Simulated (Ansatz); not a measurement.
```
H
1.0
     3.53046    0.00000    0.00000
     0.00000    3.53046    0.00000
     0.00000    0.00000    4.39387
H
4
Direct
  0.00000 0.00000 0.91360
  0.50000 0.50000 0.41360
  0.00000 0.00000 0.08640
  0.50000 0.50000 0.58640
```

Space group I4/mmm; a structure from a database of computed crystals, not necessarily the ambient phase.

Level of theory: DFT, PBEsol, PAW with Ansatz's default frozen-core files, scalar-relativistic; relaxation of atoms in Ansatz.

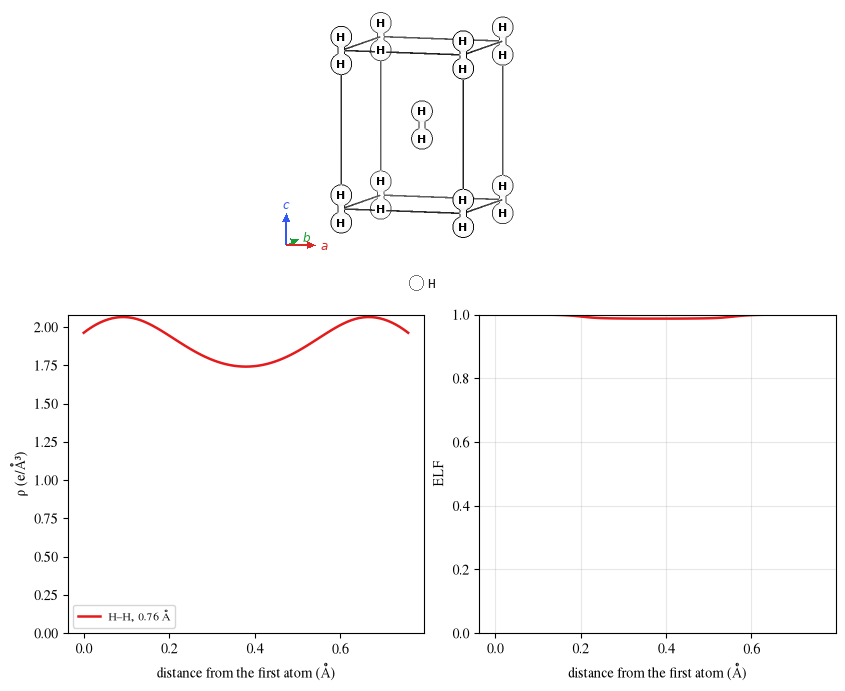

H. Valence pseudo-density and electron localisation function along straight lines between neighbouring atoms. Thin, pale parts lie inside the atomic spheres. The structure is drawn too.

Core electrons are frozen (PAW), and the valence fields are smoothed inside the atomic spheres.

Question: What can be read from the curves?

Answer: H–H (0.76 Å): ρ is about 1.7 e/Å³ halfway; the ELF is about 1 at the midpoint.
